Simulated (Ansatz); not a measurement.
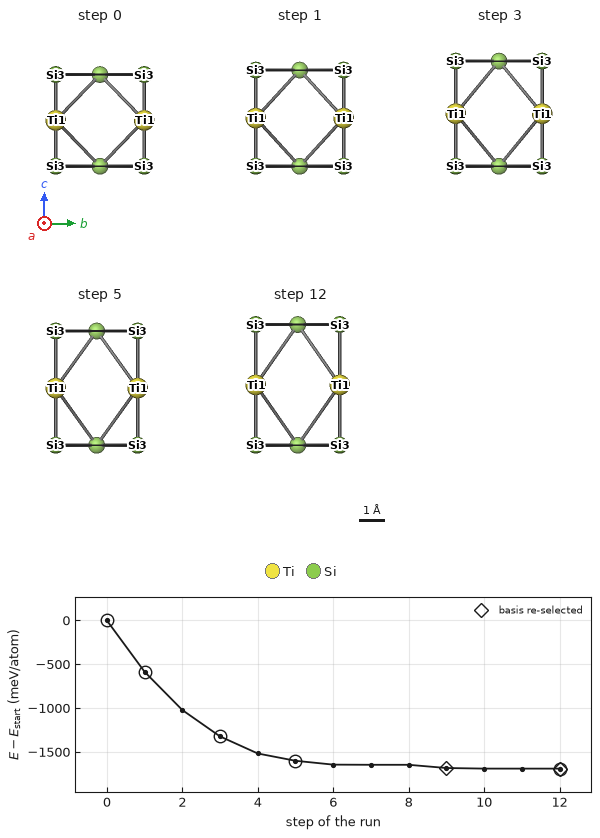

Frames of a relaxation of crystalline TiSi2 (a generated structure, set up in P4/mmm) (coarse preliminary run), marked on the history of the run. Style: ball-and-stick. Shown: the cell of the calculation, along the a axis.

The calculation used DFT PBE, scalar-relativistic, plane waves, PAW in Ansatz 0.2.0. (plane-wave cutoff 420 eV; k-point mesh 6 × 6 × 6; occupations gaussian; smearing width 0.1 eV; no spin polarisation; cell and atoms relaxed; force threshold 0.04 eV/Å; at most 70 steps)

Question: What happens along the run?

Answer: No atom moves by more than 0.005 Å relative to the cell. The drawn cell changes as follows: a = b 3.568 → 3.390 Å (−5.0 %), c 3.699 → 4.868 Å (+31.6 %); the volume changes by +18.8 %. Some distances before and after: Si–Ti 1.849 → 2.434 Å, Si–Ti 3.128 → 3.416 Å, Si–Si 2.523 → 2.397 Å. The space group stays P4/mmm (No. 123). Over 10 accepted moves (12 points after the start) the energy falls by 1689 meV per atom. All forces vanish by symmetry, so only the cell relaxes. The pressure goes from 37.27 to −0.04 GPa. At 2 points the geometry stayed and the basis and grid were re-selected for the new cell (energy shift of 36.6 meV per atom at most each time). Cost: 24 s on 1 thread of Arm Neoverse V1, on a shared host, peak memory 0.34 GiB. From step 0 to 1: volume +3.6 %, energy −585 meV per atom. From step 1 to 3: volume +5.6 %, energy −737 meV per atom. From step 3 to 5: volume −2.5 %, energy −278 meV per atom. From step 5 to 12: volume +11.4 %, energy −89.4 meV per atom.

```csv
step,"E − E(0), meV/atom","pressure, GPa","volume, Å³/atom",note
0,0.00,37.27,15.699,
1,-585.29,26.24,16.261,
2,-1021.23,18.64,16.735,
3,-1322.29,12.22,17.172,
4,-1516.85,7.17,17.550,
5,-1600.04,10.34,16.741,
6,-1643.93,1.24,18.044,
7,-1645.77,0.08,18.210,
8,-1645.86,-0.02,18.218,
9,-1682.46,2.12,18.218,"same geometry, new basis"
10,-1689.18,0.18,18.599,
11,-1689.37,-0.04,18.646,
12,-1689.43,-0.04,18.646,"same geometry, new basis"
```
